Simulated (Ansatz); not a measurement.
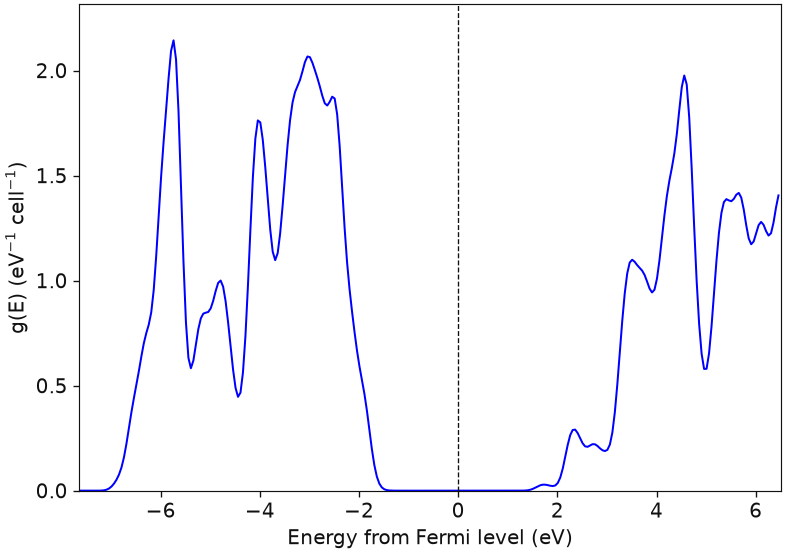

Density of states. Energies are counted from the Fermi level, put mid-gap where there is a gap. The curve is built from the levels of the k mesh with Gaussians 0.3 eV wide, which also blur the band edges.

The Ansatz input:

```
crystal:
  lattice:
    - [0.0, 2.5481866262, 2.6339136872]
    - [2.5481866262, 0.0, 2.6339136872]
    - [2.5481866262, 2.5481866262, 0.0]
  atoms:
    - { symbol: Mg, position: [0.0, 0.0, 0.0] }
    - { symbol: S, position: [0.5, 0.5, 0.5] }
kpoints:
  mp_grid: { grid: [8, 8, 8] }
  band_path:
    path:
      - [0.0, 0.0, 0.0]
      - [0.5, 0.0, 0.5]
      - [0.625, 0.25, 0.625]
      - [0.375, 0.375, 0.75]
      - [0.5, 0.5, 0.5]
      - [0.5, 0.25, 0.75]
      - [0.0, 0.5, 0.5]
    npoints: 1
hamiltonian:
  xc: r2scan
scf:
  occupations: { method: fixed }
  n_extra_bands: 4
output:
  forces: true
  stress: true
  eigenvalues: true
  write_density: true
  write_potential: true
  elf: true
  volumetric_format: npy
```

Run as:
```bash
ansatz run input.yaml --threads 4 --pin off --max-ram 5529MiB --backend cpu --events-out ev --progress --plain --runs-dir out
```

Q: Metal or insulator, going by the density of states?

A: There is a gap; over the k points computed it is 3.38 eV (indirect; the smallest direct gap is 4.80 eV).

Q: How wide is the upper valence band?

A: The upper group of valence states starts about 5.1 eV under the valence-band top (which lies at −1.7 eV on this axis), with a gap beneath it; it holds about 6 electrons a cell.
